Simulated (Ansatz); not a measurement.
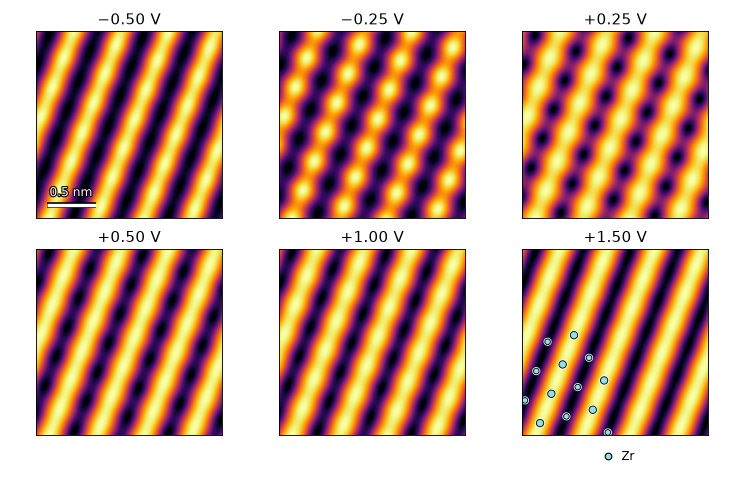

Constant-current images of Zr(110) (Fm-3m bulk, 7 atomic planes (those closer than 0.6 Å count as one), 9 Å) at 6 sample biases, each on its own colour scale; the last has the atoms seen from above drawn over one corner (deeper ones smaller).

Images follow the Tersoff–Hamann model: the current is the local density of the sample's states between the Fermi level and the bias, at the tip's centre. Bias windows are sharp sums over the levels of the k mesh.

Computed with Ansatz, DFT PBE, scalar-relativistic, plane waves, PAW. Cutoff 420 eV, 18 × 13 k-points, Gaussian smearing 0.1 eV, dipole correction. The slab is a cut without reconstruction beyond its cell, at the source's lattice constants, with its lower half held fixed and the rest relaxed. This isn't the element's usual hcp form. No spin polarisation. The run warns that the functional's potential is rough in the thin density of the vacuum, where the tip is; weak contrasts and barriers may feel it.

How do the images change with bias?

Answer.
```json
{"bias": "−0.50 V", "set point (e/Å³)": "2.1 × 10⁻⁴", "corrugation": "17 pm", "brightest over": "points 1.6 Å to the side of the top Zr atoms"}
{"bias": "−0.25 V", "set point (e/Å³)": "1.2 × 10⁻⁴", "corrugation": "21 pm", "brightest over": "points 1.6 Å to the side of the top Zr atoms"}
{"bias": "+0.25 V", "set point (e/Å³)": "1.8 × 10⁻⁴", "corrugation": "64 pm", "brightest over": "points 1.6 Å to the side of the top Zr atoms"}
{"bias": "+0.50 V", "set point (e/Å³)": "6.6 × 10⁻⁴", "corrugation": "45 pm", "brightest over": "points 1.6 Å to the side of the top Zr atoms and top Zr atoms"}
{"bias": "+1.00 V", "set point (e/Å³)": "1.4 × 10⁻³", "corrugation": "56 pm", "brightest over": "points 1.6 Å to the side of the top Zr atoms"}
{"bias": "+1.50 V", "set point (e/Å³)": "2.3 × 10⁻³", "corrugation": "61 pm", "brightest over": "points 1.6 Å to the side of the top Zr atoms and top Zr atoms"}
```

The slab has states at the Fermi level, so this model gives a current down to small biases. Its work function (top face) is 3.24 eV.
